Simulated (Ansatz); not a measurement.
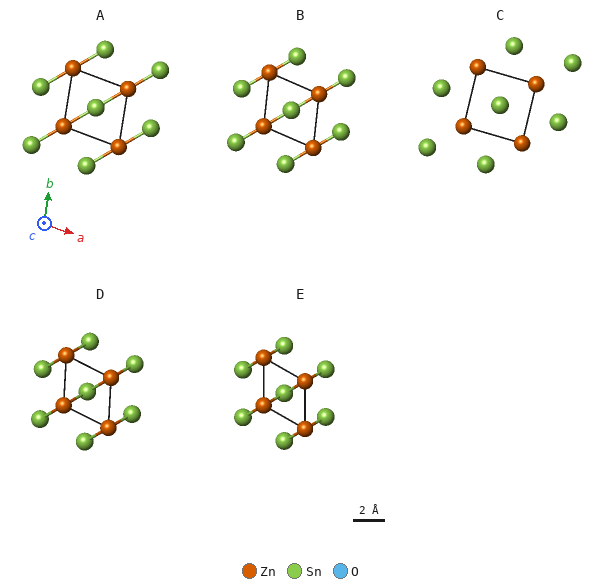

5 geometries from one relaxation of a crystal of Zn$_{3}$SnO (a generated structure, set up in Cmmm) (coarse preliminary run), in shuffled order. The picture is a ball-and-stick view of the cell of the calculation, seen along the c axis.

All numbers below come from DFT PBE, scalar-relativistic, plane waves, PAW in Ansatz. (plane-wave cutoff 420 eV; k-point mesh 6 × 6 × 4; occupations gaussian; smearing width 0.1 eV; no spin polarisation; cell and atoms relaxed; force threshold 0.04 eV/Å; at most 70 steps)

### Order the frames from highest to lowest energy.

E, D, B, A, C. They are steps 0, 3, 7, 15, 26, at +13898 meV per atom, +4698 meV per atom, +1613 meV per atom, +119 meV per atom relative to the last. The largest moves relative to the cell, 0.14 Å, are those of Zn atoms. Sn and O stay in place. Cell: a = b 3.114 → 3.981 Å (+27.9 %), c 5.712 → 8.195 Å (+43.5 %), γ 119.7° → 92.7°. Volume +169.7 %. Some distances before and after: Sn–Zn 2.188 → 3.608 Å, Sn–Zn 1.564 → 2.747 Å, Zn–Zn 1.530 → 2.339 Å, O–Zn 1.326 → 1.759 Å. Bonds break: Sn–Zn (1.56 → 2.75 Å), Sn–Zn (2.19 → 3.61 Å). The space group stays Cmmm (No. 65). Over 23 accepted moves (26 points after the start) the energy falls by 13898 meV per atom. Largest force component: 10 eV/Å at the start, 0.00071 eV/Å at the end. Pressure: 568.33 GPa at the start and 0.07 GPa at the end. The SCF was repeated 3 times at an unchanged geometry on a basis and grid sized afresh for the cell, which shifted the energy by 796 meV per atom at most. The run took 6.2 min on 1 thread of AMD EPYC (Zen 3), on a shared host, peak memory 0.5 GiB.
